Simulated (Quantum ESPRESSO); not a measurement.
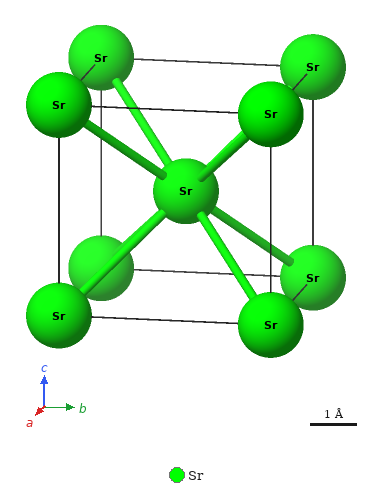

The structure as given in the input (ball-and-stick view of the cell 2 times as large as that of the calculation, set on its symmetry axes, seen slightly off an axis). Near neighbours in the crystal (not all of them lie inside the picture): Sr has 8 Sr at 4.13 Å.

**Single-point calculation, with input and output: Sr**

System: Sr (1 atom in the cell).
Method: Kohn-Sham DFT of a periodic cell, PBE, SSSP 1.3 efficiency PBE, no spin polarisation (Quantum ESPRESSO 7.5).

The structure derives from an entry of the Crystallography Open Database. The volume is scaled by 0.94.

Log
```
This program is part of the open-source Quantum ESPRESSO suite
     for quantum simulation of materials; please cite
         "P. Giannozzi et al., J. Phys.:Condens. Matter 21 395502 (2009);
         "P. Giannozzi et al., J. Phys.:Condens. Matter 29 465901 (2017);
         "P. Giannozzi et al., J. Chem. Phys. 152 154105 (2020);
          URL
     in publications or presentations arising from this work. More details at

     Message from routine setup:
     using ibrav=0 with symmetry is DISCOURAGED, use correct ibrav instead

     G-vector sticks info
     --------------------
     sticks:   dense  smooth     PW     G-vecs:    dense   smooth      PW
     Sum        2009    1011    341                56903    20209    3997

     Using Slab Decomposition

     bravais-lattice index     =            0
     lattice parameter (alat)  =       7.8073  a.u.
     unit-cell volume          =     366.3375 (a.u.)^3
     number of atoms/cell      =            1
     number of atomic types    =            1
     number of electrons       =        10.00
     number of Kohn-Sham states=           10
     kinetic-energy cutoff     =      55.0000  Ry
     charge density cutoff     =     440.0000  Ry
     scf convergence threshold =      2.0E-10
     mixing beta               =       0.5000
     number of iterations used =            8  plain     mixing
     Exchange-correlation= SLA  PW   PBE  PBE
                           (   1   4   3   4   0   0   0)

     celldm(1)=   7.807304  celldm(2)=   0.000000  celldm(3)=   0.000000
     celldm(4)=   0.000000  celldm(5)=   0.000000  celldm(6)=   0.000000

     crystal axes: (cart. coord. in units of alat)
               a(1) = (  -0.577350   0.577350   0.577350 )
               a(2) = (   0.577350  -0.577350   0.577350 )
               a(3) = (   0.577350   0.577350  -0.577350 )

     reciprocal axes: (cart. coord. in units 2 pi/alat)
               b(1) = ( -0.000000  0.866025  0.866025 )
               b(2) = (  0.866025 -0.000000  0.866025 )
               b(3) = (  0.866025  0.866025  0.000000 )

     PseudoPot. # 1 for Sr read from file:
     Sr_pbe_v1.uspp.F.UPF
     Pseudo is Ultrasoft + core correction, Zval = 10.0
     Generated by new atomic code, or converted to UPF format
     Using radial grid of  883 points,  6 beta functions with:
                l(1) =   0
                l(2) =   0
                l(3) =   1
                l(4) =   1
                l(5) =   2
                l(6) =   2
     Q(r) pseudized with  6 coefficients,  rinner =    1.400   1.400   1.400
                                                       1.400   1.400

     atomic species   valence    mass     pseudopotential
     Sr               10.00    87.62000     Sr( 1.00)

     48 Sym. Ops., with inversion, found

   Cartesian axes

     site n.     atom                  positions (alat units)
         1        Sr     tau(   1) = (   0.0000000   0.0000000   0.0000000  )

     number of k points=    29  Fermi-Dirac smearing, width (Ry)=  0.0037
                       cart. coord. in units 2pi/alat
        k(    1) = (   0.0000000   0.0000000   0.0000000), wk =   0.0039062
        k(    2) = (   0.1082532   0.1082532   0.0000000), wk =   0.0468750
        k(    3) = (   0.2165064   0.2165064   0.0000000), wk =   0.0468750
        k(    4) = (   0.3247595   0.3247595   0.0000000), wk =   0.0468750
        k(    5) = (  -0.4330127  -0.4330127   0.0000000), wk =   0.0234375
        k(    6) = (   0.2165064   0.1082532   0.1082532), wk =   0.0937500
        k(    7) = (   0.3247595   0.2165064   0.1082532), wk =   0.1875000
        k(    8) = (   0.4330127   0.3247595   0.1082532), wk =   0.1875000
        k(    9) = (   0.4330127   0.2165064   0.2165064), wk =   0.0937500
        k(   10) = (   0.5412659   0.3247595   0.2165064), wk =   0.0937500
        k(   11) = (   0.2165064   0.2165064   0.2165064), wk =   0.0312500
        k(   12) = (   0.3247595   0.3247595   0.2165064), wk =   0.0937500
        k(   13) = (   0.4330127   0.4330127   0.2165064), wk =   0.0468750
        k(   14) = (   0.0000000   0.0000000   0.2165064), wk =   0.0234375
        k(   15) = (   0.4330127   0.3247595   0.3247595), wk =   0.0937500
        k(   16) = (   0.0000000  -0.1082532   0.3247595), wk =   0.0937500
        k(   17) = (  -0.0000000  -0.2165064   0.4330127), wk =   0.0937500
        k(   18) = (   0.1082532  -0.1082532   0.4330127), wk =   0.0937500
        k(   19) = (  -0.8660254  -0.3247595  -0.3247595), wk =   0.0468750
        k(   20) = (  -0.7577722  -0.2165064  -0.3247595), wk =   0.1875000
        k(   21) = (  -0.6495191  -0.2165064  -0.2165064), wk =   0.0312500
        k(   22) = (   0.4330127   0.4330127   0.4330127), wk =   0.0078125
        k(   23) = (   0.0000000   0.0000000   0.4330127), wk =   0.0234375
        k(   24) = (  -0.0000000  -0.1082532   0.5412659), wk =   0.0937500
        k(   25) = (  -0.8660254  -0.2165064  -0.2165064), wk =   0.0468750
        k(   26) = (  -0.7577722  -0.1082532  -0.2165064), wk =   0.0937500
        k(   27) = (  -0.0000000  -0.0000000   0.6495191), wk =   0.0234375
        k(   28) = (  -0.8660254  -0.1082532  -0.1082532), wk =   0.0468750
        k(   29) = (  -0.8660254  -0.8660254  -0.8660254), wk =   0.0039062

     Dense  grid:    56903 G-vectors     FFT dimensions: (  54,  54,  54)

     Smooth grid:    20209 G-vectors     FFT dimensions: (  40,  40,  40)

     Check: negative core charge=   -0.000001

     Initial potential from superposition of free atoms

     starting charge       9.9663, renormalised to      10.0000

     negative rho (up, down):  6.456E-02 0.000E+00
     Starting wfcs are   13 randomized atomic wfcs

     Self-consistent Calculation

     iteration #  1     ecut=    55.00 Ry     beta= 0.50
     Davidson diagonalization with overlap
     ethr =  1.00E-02,  avg # of iterations =  2.3

     Threshold (ethr) on eigenvalues was too large:
     Diagonalizing with lowered threshold

     Davidson diagonalization with overlap
     ethr =  1.85E-04,  avg # of iterations =  3.2

     negative rho (up, down):  6.514E-02 0.000E+00

     total energy              =     -70.14444310 Ry
     estimated scf accuracy    <       0.01928418 Ry

     iteration #  2     ecut=    55.00 Ry     beta= 0.50
     Davidson diagonalization with overlap
     ethr =  1.93E-04,  avg # of iterations =  1.2

     negative rho (up, down):  6.615E-02 0.000E+00

     total energy              =     -70.14512441 Ry
     estimated scf accuracy    <       0.00260127 Ry

     iteration #  3     ecut=    55.00 Ry     beta= 0.50
     Davidson diagonalization with overlap
     ethr =  2.60E-05,  avg # of iterations =  2.6

     negative rho (up, down):  6.698E-02 0.000E+00

     total energy              =     -70.14537800 Ry
     estimated scf accuracy    <       0.00019227 Ry

     iteration #  4     ecut=    55.00 Ry     beta= 0.50
     Davidson diagonalization with overlap
     ethr =  1.92E-06,  avg # of iterations =  3.1

     negative rho (up, down):  6.687E-02 0.000E+00

     total energy              =     -70.14539126 Ry
     estimated scf accuracy    <       0.00000407 Ry

     iteration #  5     ecut=    55.00 Ry     beta= 0.50
     Davidson diagonalization with overlap
     ethr =  4.07E-08,  avg # of iterations =  3.0

     negative rho (up, down):  6.678E-02 0.000E+00

     total energy              =     -70.14539284 Ry
     estimated scf accuracy    <       0.00000007 Ry

     iteration #  6     ecut=    55.00 Ry     beta= 0.50
     Davidson diagonalization with overlap
     ethr =  7.38E-10,  avg # of iterations =  3.2

     negative rho (up, down):  6.678E-02 0.000E+00

     total energy              =     -70.14539290 Ry
     estimated scf accuracy    <       0.00000002 Ry

     iteration #  7     ecut=    55.00 Ry     beta= 0.50
     Davidson diagonalization with overlap
     ethr =  1.82E-10,  avg # of iterations =  1.2

     negative rho (up, down):  6.678E-02 0.000E+00

     End of self-consistent calculation

          k = 0.0000 0.0000 0.0000 (  2491 PWs)   bands (ev):

   -31.3262 -13.2113 -13.2113 -13.2113   1.5785   7.6400   7.6400   7.6400
     8.9785   8.9785

          k = 0.1083 0.1083 0.0000 (  2521 PWs)   bands (ev):

   -31.3238 -13.2427 -13.2215 -13.2113   1.8451   7.4121   7.4358   7.8984
     8.7121   8.9673

          k = 0.2165 0.2165 0.0000 (  2517 PWs)   bands (ev):

   -31.3181 -13.3170 -13.2461 -13.2114   2.5846   6.6951   6.9617   8.6491
     8.7300   9.0306

          k = 0.3248 0.3248 0.0000 (  2517 PWs)   bands (ev):

   -31.3123 -13.3894 -13.2704 -13.2114   3.5855   5.9143   6.5989   8.8655
     9.2699   9.7920

          k =-0.4330-0.4330 0.0000 (  2528 PWs)   bands (ev):

   -31.3100 -13.4189 -13.2805 -13.2115   4.2326   5.4724   6.4659   8.7986
     9.4799  10.7143

          k = 0.2165 0.1083 0.1083 (  2522 PWs)   bands (ev):

   -31.3198 -13.2937 -13.2333 -13.2187   2.3510   6.9605   7.0644   8.4077
     8.5042   9.1550

          k = 0.3248 0.2165 0.1083 (  2525 PWs)   bands (ev):

   -31.3140 -13.3589 -13.2629 -13.2217   3.2484   6.2362   6.6501   8.6261
     9.2911   9.3622

          k = 0.4330 0.3248 0.1083 (  2527 PWs)   bands (ev):

   -31.3100 -13.4026 -13.2865 -13.2224   4.2201   5.5974   6.4048   8.6996
     9.4237  10.4040

          k = 0.4330 0.2165 0.2165 (  2521 PWs)   bands (ev):

   -31.3100 -13.3810 -13.2984 -13.2328   4.2072   5.8030   6.2385   8.7839
     9.2146  10.1273

          k = 0.5413 0.3248 0.2165 (  2526 PWs)   bands (ev):

   -31.3083 -13.3803 -13.3248 -13.2355   4.9962   5.4273   5.9480   8.8264
     9.3453   9.8314

          k = 0.2165 0.2165 0.2165 (  2550 PWs)   bands (ev):

   -31.3155 -13.3477 -13.2364 -13.2364   3.0498   6.4648   6.4648   9.0644
     9.0644   9.2420

          k = 0.3248 0.3248 0.2165 (  2508 PWs)   bands (ev):

   -31.3112 -13.3802 -13.2751 -13.2396   4.0423   5.8700   6.1691   9.1455
     9.3952   9.9197

          k = 0.4330 0.4330 0.2165 (  2524 PWs)   bands (ev):

   -31.3095 -13.3876 -13.2969 -13.2409   4.7671   5.4516   6.0728   8.9743
     9.5226   9.8678

          k = 0.0000 0.0000 0.2165 (  2531 PWs)   bands (ev):

   -31.3215 -13.2507 -13.2320 -13.2320   2.1047   7.4419   7.4419   7.9272
     7.9717   9.3148

          k = 0.4330 0.3248 0.3248 (  2503 PWs)   bands (ev):

   -31.3093 -13.3633 -13.3089 -13.2593   5.0042   5.6323   5.7929   8.9516
     9.3883   9.5529

          k = 0.0000-0.1083 0.3248 (  2527 PWs)   bands (ev):

   -31.3160 -13.3147 -13.2571 -13.2359   2.8245   6.7363   7.1317   7.8745
     8.5816   9.4472

          k =-0.0000-0.2165 0.4330 (  2524 PWs)   bands (ev):

   -31.3104 -13.3826 -13.2820 -13.2344   3.8093   5.9028   6.8125   8.0972
     9.3327   9.7101

          k = 0.1083-0.1083 0.4330 (  2515 PWs)   bands (ev):

   -31.3106 -13.3575 -13.2878 -13.2488   3.6647   6.1497   6.9025   7.9372
     9.0855   9.4371

          k =-0.8660-0.3248-0.3248 (  2526 PWs)   bands (ev):

   -31.3081 -13.4103 -13.2922 -13.2337   4.4952   5.4031   6.6917   8.0245
     9.4571  10.6504

          k =-0.7578-0.2165-0.3248 (  2530 PWs)   bands (ev):

   -31.3068 -13.3889 -13.3157 -13.2498   4.6264   5.5549   6.5301   8.1105
     9.1278  10.4590

          k =-0.6495-0.2165-0.2165 (  2520 PWs)   bands (ev):

   -31.3054 -13.3624 -13.3624 -13.2525   5.3991   5.3991   5.8291   8.8339
     8.8339  10.0049

          k = 0.4330 0.4330 0.4330 (  2520 PWs)   bands (ev):

   -31.3090 -13.3133 -13.3133 -13.3133   5.5876   5.5876   5.5876   8.2503
     9.5666   9.5666

          k = 0.0000 0.0000 0.4330 (  2515 PWs)   bands (ev):

   -31.3109 -13.3200 -13.2835 -13.2835   3.4779   6.4735   7.4019   7.4019
     8.7240   9.1499

          k =-0.0000-0.1083 0.5413 (  2527 PWs)   bands (ev):

   -31.3058 -13.3662 -13.3096 -13.2889   4.3498   5.7911   7.3835   7.5175
     8.8037   9.5840

          k =-0.8660-0.2165-0.2165 (  2530 PWs)   bands (ev):

   -31.3037 -13.3895 -13.3204 -13.2866   5.0688   5.2571   7.2682   7.3292
     9.2936  10.5035

          k =-0.7578-0.1083-0.2165 (  2532 PWs)   bands (ev):

   -31.3024 -13.3729 -13.3445 -13.2965   5.0342   5.4202   6.8577   8.2620
     8.7652  10.4482

          k =-0.0000-0.0000 0.6495 (  2538 PWs)   bands (ev):

   -31.3012 -13.3550 -13.3370 -13.3370   4.8651   5.4478   8.0104   8.0104
     8.2090   9.7562

          k =-0.8660-0.1083-0.1083 (  2516 PWs)   bands (ev):

   -31.2993 -13.3685 -13.3483 -13.3385   5.1366   5.1955   7.8331   8.2346
     9.0150  10.3652

          k =-0.8660-0.8660-0.8660 (  2550 PWs)   bands (ev):

   -31.2975 -13.3597 -13.3597 -13.3597   5.0932   5.0932   8.8773   8.8773
     8.8773  10.3103

     the Fermi energy is     5.2182 ev

!    total energy              =     -70.14539291 Ry
     estimated scf accuracy    <          1.3E-10 Ry
     smearing contrib. (-TS)   =      -0.00055958 Ry
     internal energy E=F+TS    =     -70.14483333 Ry

     The total energy is F=E-TS. E is the sum of the following terms:
     one-electron contribution =     -25.36694343 Ry
     hartree contribution      =      13.72399291 Ry
     xc contribution           =     -18.13367494 Ry
     ewald contribution        =     -40.36820787 Ry

     convergence has been achieved in   7 iterations

     negative rho (up, down):  6.678E-02 0.000E+00

     Forces acting on atoms (cartesian axes, Ry/au):

     atom    1 type  1   force =     0.00000000    0.00000000    0.00000000

     Total force =     0.000000     Total SCF correction =     0.000000

     Computing stress (Cartesian axis) and pressure

     negative rho (up, down):  6.678E-02 0.000E+00
          total   stress  (Ry/bohr**3)                   (kbar)     P=       -0.53
  -0.00000360   0.00000000   0.00000000           -0.53        0.00        0.00
   0.00000000  -0.00000360   0.00000000            0.00       -0.53        0.00
   0.00000000   0.00000000  -0.00000360            0.00        0.00       -0.53

=------------------------------------------------------------------------------=
   JOB DONE.
=------------------------------------------------------------------------------=
```

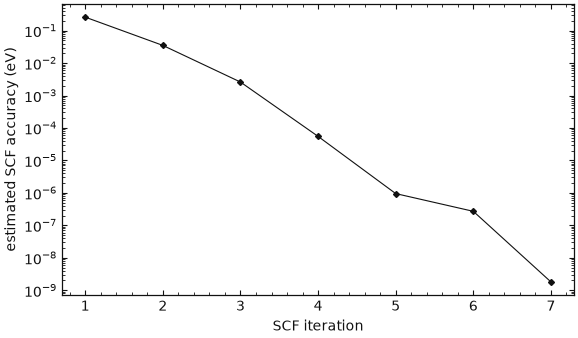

Convergence of the self-consistent field: estimated SCF accuracy against the iteration. The field takes 7 iterations in all.

The run was set up as follows.

Input file
```
&CONTROL
  calculation = 'scf'
  prefix = 'pwscf'
  outdir = './tmp'
  pseudo_dir = './pseudo'
  tprnfor = .true.
  tstress = .true.
  disk_io = 'nowf'
/
&SYSTEM
  ibrav = 0
  nat = 1
  ntyp = 1
  ecutwfc = 55
  ecutrho = 440
  nbnd = 10
  occupations = 'smearing'
  smearing = 'fd'
  degauss = 0.00367493
/
&ELECTRONS
  conv_thr = 2d-10
  electron_maxstep = 120
  mixing_beta = 0.5
/
ATOMIC_SPECIES
Sr    87.6200 Sr_pbe_v1.uspp.F.UPF
CELL_PARAMETERS angstrom
  -2.3852921747    2.3852921747    2.3852921747
   2.3852921747   -2.3852921747    2.3852921747
   2.3852921747    2.3852921747   -2.3852921747
ATOMIC_POSITIONS crystal
Sr     0.0000000000    0.0000000000    0.0000000000
K_POINTS automatic
8 8 8 0 0 0
```

Run as:
```bash
OMP_NUM_THREADS=1 pw.x -in pw.in > pw.out
```

Key numbers

| quantity | value |
| --- | --- |
| outcome | converged |
| space group (tolerance 0.01 Å) | Im-3m (229) |
| electrons treated | 10 |
| free energy | −954.3767 eV |
| Fermi energy | 5.218 eV |
| gap on the k-point mesh | none (metallic) |
| pressure | −0.05 GPa |
| largest force (length of the vector) | under 0.001 eV/Å |
| hardware | 1 thread of Arm Neoverse V2, 128 GiB of memory available, shared host |
| wall time | 13 s |
| peak memory | 0.23 GiB |

Notes on the run: negative rho.
